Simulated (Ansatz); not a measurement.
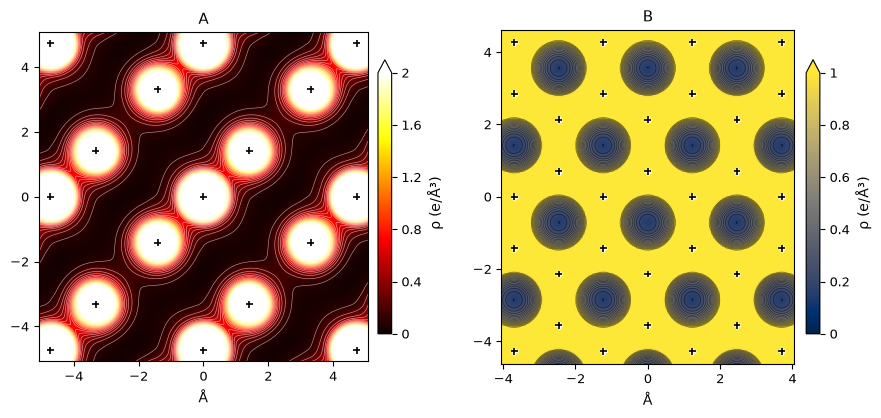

The valence electron density of 2 systems, each on a plane through atoms (crosses mark nuclei in the plane).

Theory: Ansatz 0.2.0, DFT PBE, scalar-relativistic, plane waves, PAW.

System 1: C, the (001) plane of the conventional cell. Space group Fmmm; PAW files of the earlier set (soft_1).

```xyz
8
Lattice="2.4665 0.0000 0.0000 0.0000 4.2720 0.0000 0.0000 0.0000 8.5877" Properties=species:S:1:pos:R:3 pbc="T T T"
C     0.0000    0.7120    0.0000
C     1.2332    2.8480    0.0000
C     1.2332    0.7120    4.2939
C     0.0000    2.8480    4.2939
C     1.2332    1.4240    0.0000
C     0.0000    3.5600    0.0000
C     0.0000    1.4240    4.2939
C     1.2332    3.5600    4.2939
```

System 2: SnO2, the (001) plane of the conventional cell. Space group P4₂/mnm; a point of a scan over the structure, not its minimum; a structure from a database of computed crystals, not necessarily the ambient phase; changed on purpose from its base cell (shift of O3 along [1 1 0], its symmetry partners moved alike: -0.050 A in the relaxed cell; c/a of the conventional cell at fixed volume 0.7136); not relaxed (largest force 1.1 eV/Å); PAW files of the earlier set (soft_1).

```
CELL_PARAMETERS angstrom
4.72899 0.00000 0.00000
0.00000 4.72901 0.00000
0.00000 0.00000 3.37461
ATOMIC_POSITIONS crystal
Sn 0.50000 0.50000 0.50000
Sn 0.00000 0.00000 0.00000
O 0.29925 0.29931 0.00000
O 0.79925 0.20069 0.50000
O 0.20075 0.79931 0.50000
O 0.70075 0.70069 0.00000
```

Question: Match each panel to its system.

Answer: Panel A is system 2, SnO2: the plane holds Sn and O. Sn–O (2.00 Å): ρ at the midpoint is about 0.72 e/Å³. Panel B is system 1, C: the plane holds C. C–C (1.42 Å): the density is about 2 e/Å³ at the midpoint.
